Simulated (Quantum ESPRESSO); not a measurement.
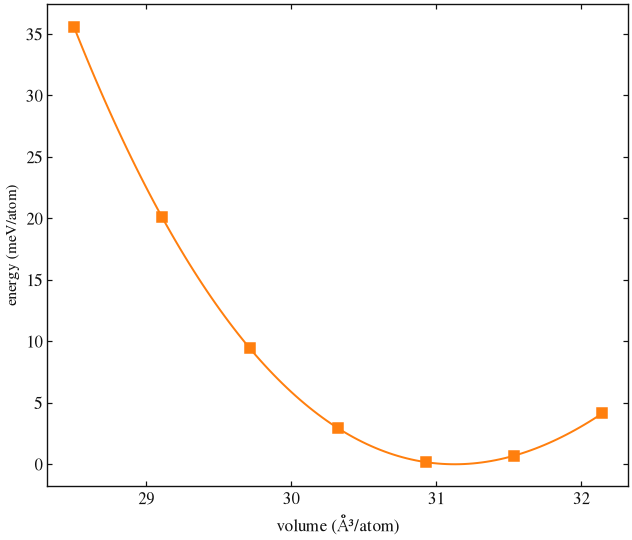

The plot gives the computed energy against volume for Pb, space group Fm-3m (No. 225).

Structure:
```cif
data_structure
_symmetry_space_group_name_H-M 'P 1'
_symmetry_Int_Tables_number 1
_cell_length_a 3.5002
_cell_length_b 3.5002
_cell_length_c 3.5002
_cell_angle_alpha 60.000
_cell_angle_beta 60.000
_cell_angle_gamma 60.000
_cell_volume 30.32
loop_
_atom_site_label
_atom_site_type_symbol
_atom_site_fract_x
_atom_site_fract_y
_atom_site_fract_z
_atom_site_occupancy
Pb1 Pb 0.00000 0.00000 0.00000 1
```

Calculation (Quantum ESPRESSO 7.5): plane-wave DFT, no spin polarisation; energies at scaled volumes of the given cell, shape and fractions fixed, counted from the fit's minimum, third-order Birch-Murnaghan fit. Level: rev-vdW-DF2.

k mesh 9×9×9; occupations Fermi–Dirac; smearing width 0.05 eV; potentials PseudoDojo 0.4.1 SR PBE standard; wave cutoff 761.9 eV; density cutoff 3048 eV.

This calculation gives: equilibrium volume 31.13 Å³/atom and bulk modulus 42.8 GPa.

Now the level changes from rev-vdW-DF2 to vdW-DF-C09. Predict the effect.

The equilibrium volume falls from 31.13 to 29.92 Å³/atom (−3.9 %) and the bulk modulus rises from 42.8 to 49.5 GPa (+16 %).

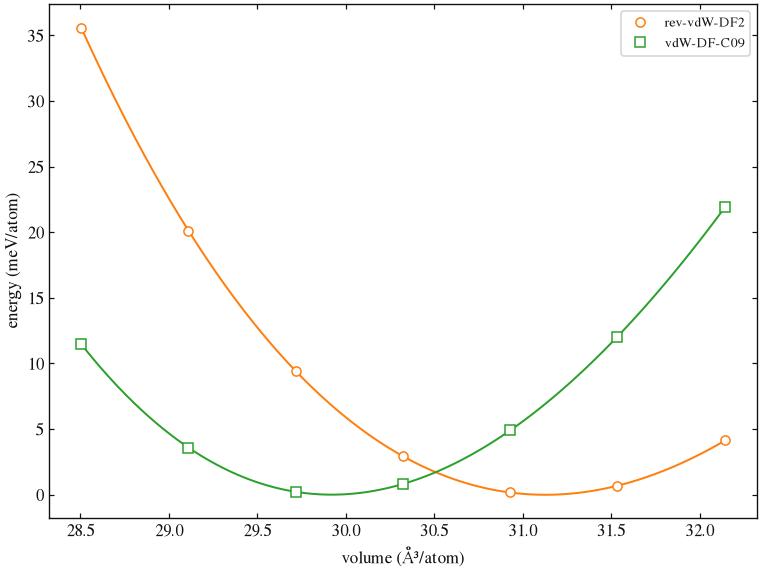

The two results together.

For both, limits of the calculation: potentials made for another functional; spin-orbit coupling left out, heavy elements.

V0 and the bulk modulus come from third-order Birch–Murnaghan fits.
